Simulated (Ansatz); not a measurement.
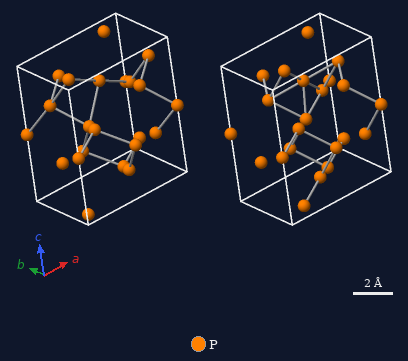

Two geometries of a defect cell of composition P, drawn at one scale. One is the start of a relaxation, the other its converged end. Style: ball-and-stick. Shown: the cell of the calculation (origin shifted), slightly off an axis.

Theory: DFT PBE+D3(BJ), scalar-relativistic, plane waves, PAW in Ansatz 0.2.0. Set-up: plane-wave cutoff 420 eV; k-point mesh 6 × 6 × 6; occupations gaussian; smearing width 0.1 eV; mesh shifted by (0.5, 0.5, 0.5); no spin polarisation; atoms relaxed in a fixed cell; force threshold 0.025 eV/Å; at most 45 steps.

> Which one is relaxed?

The left one is the relaxed one. Case: P interstitial, charge +0, atoms relaxed at the host's cell. The largest moves, 0.82 Å, are those of P atoms. The cell doesn't change. Some distances before and after: P–P 2.250 → 3.641 Å, P–P 3.593 → 2.360 Å, P–P 3.593 → 2.672 Å, P–P 2.087 → 2.866 Å. New bonds form, among them: P–P (3.16 → 2.54 Å), P–P (3.16 → 2.57 Å), P–P (3.59 → 2.36 Å). Bonds break, among them: P–P (2.09 → 2.87 Å). Among the angles between lasting bonds that change: P–P–P 68.2° → 98.3°, P–P–P 111.8° → 81.7°, P–P–P 58.8° → 75.6°. The energy falls by 5.876 eV per cell of the calculation in 11 geometry steps. Largest force component: 4.7 eV/Å at the start, 0.011 eV/Å at the end.

Limits of the set-up: the periodic images lie only 6.8 Å apart, so the values are limited by the cell's size.
